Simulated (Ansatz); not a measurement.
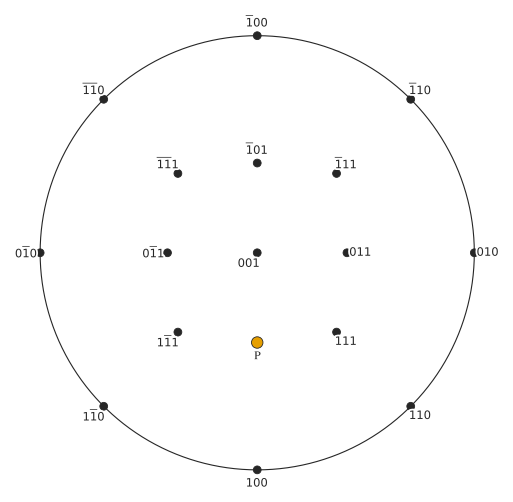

Stereographic projection of plane normals (upper hemisphere) centred on (0 0 1). Crystal: Sc, the end point of a relaxation with DFT r2SCAN, scalar-relativistic, plane waves, PAW (Ansatz). The drawing is computed from the coordinates (standard cell, symmetry found to 0.002 Å).

a = 3.692 Å, b = 3.692 Å, c = 3.682 Å, α = 90.00°, β = 90.00°, γ = 90.00°.

### Index the pole marked P.

P is (1 0 1), 44.9° from the centre.

### What is the angle between the normals of (0 0 1) and (1 1 0), and what are their d_hkl = 1/|g|?

90.0°; d = 3.682 Å and 2.611 Å.
